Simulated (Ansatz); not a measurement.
Read the following structure.

```cif
data_structure
_symmetry_space_group_name_H-M 'P 63/m m c'
_symmetry_Int_Tables_number 194
_cell_length_a 3.4022
_cell_length_b 3.4022
_cell_length_c 5.2274
_cell_angle_alpha 90.000
_cell_angle_beta 90.000
_cell_angle_gamma 120.000
_cell_volume 52.40
loop_
_atom_site_label
_atom_site_type_symbol
_atom_site_symmetry_multiplicity
_atom_site_Wyckoff_symbol
_atom_site_fract_x
_atom_site_fract_y
_atom_site_fract_z
_atom_site_occupancy
Zr1 Zr 2 c 0.33333 0.66667 0.25000 1
C1 C 2 a 0.00000 0.00000 0.00000 1
```

**What crystal do these data define?**

It has the composition ZrC. The structure has P6_3/mmc (No. 194) symmetry and a primitive hexagonal lattice. The prototype is anti-NiAs type. Content of the cell: 2 Zr, 2 C (Z = 2). Zr is linked to six C in a distorted trigonal prismatic arrangement at 2.36 Å. C is coordinated by six Zr in an octahedral arrangement at 2.36 Å. Not all metal-metal contacts are counted. The bonds build a three-dimensional framework.

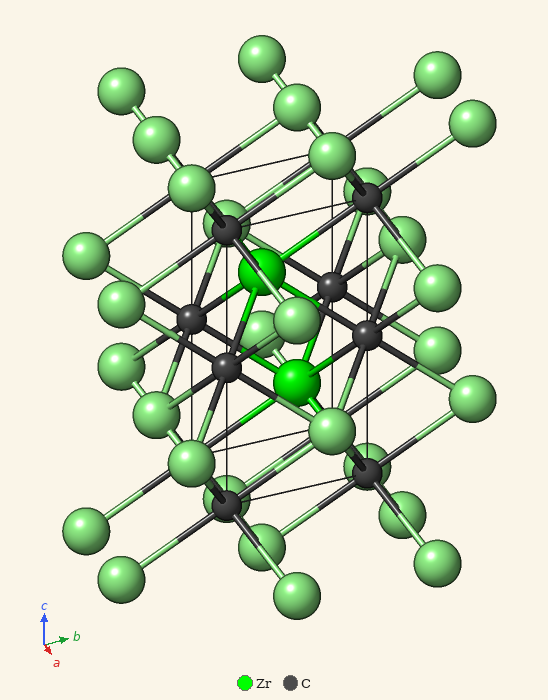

A ball-and-stick picture of a crystal structure, seen slightly off an axis. The frame is the conventional unit cell; atoms at its boundary are shown with their periodic copies. Atoms just outside the outline that bond to atoms inside are added, in fainter colours.

The structure comes from a structure listed in the Materials Project. The cell was then strained or its atoms displaced on purpose. Ansatz was used for an electronic-structure calculation on it.

At this level of theory the cell isn't at rest (stretched, at -7 GPa), so its distances can differ from those at equilibrium, the more so the softer the solid.
